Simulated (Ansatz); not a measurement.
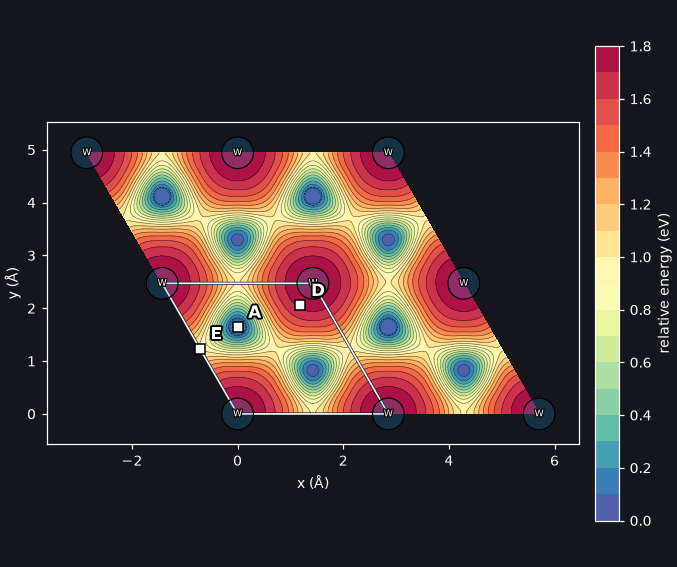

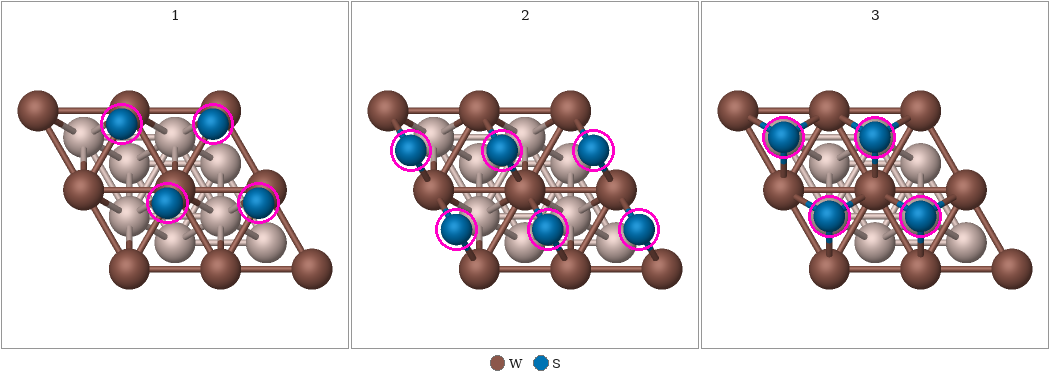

S on a W(111) slab cut from the Fm-3m phase, its upper half relaxed before the scan (3 atoms of substrate and one adsorbate in a 1 × 1 cell). S is moved over the surface cell; relaxed at each place: the height of the adsorbate's atoms; substrate rigid; the origin of the map has the adsorbate above W3. Places are given modulo a cell vector. The map is drawn in real space over the plane of the surface. The grid has 6 × 6 points; 10 points were computed and 26 follow by symmetry. Energies: eV, counted from the lowest grid point. With one adsorbate in each 1 × 1 cell, its nearest image is 2.9 Å away, so neighbouring adsorbates interact. All numbers below come from DFT PBE, scalar-relativistic, plane waves, PAW in Ansatz 0.2.0. Settings: cutoff 420 eV, k-mesh 9×9×1, gaussian smearing 0.1 eV, no spin polarisation.

In the figure: filled contours, labelled circles for the atoms of the top layer and small ones for the second layer, the outline of one cell of the 2 × 2 shown, lettered points. Between grid points the surface is interpolated. The numbered pictures are the structures at these points, in random order. Rings mark the moved atoms.

Which structure belongs to which point?

Answer. A is structure 3: a threefold hollow over a second-layer W atom, (2/6, 4/6) of the cell vectors, 0.00 eV; D is structure 1: (5/6, 5/6) of the cell vectors [nearest 1 W at 2.27 Å], 1.72 eV; E is structure 2: a bridge site between two W atoms, (0/6, 3/6) of the cell vectors, 0.99 eV.
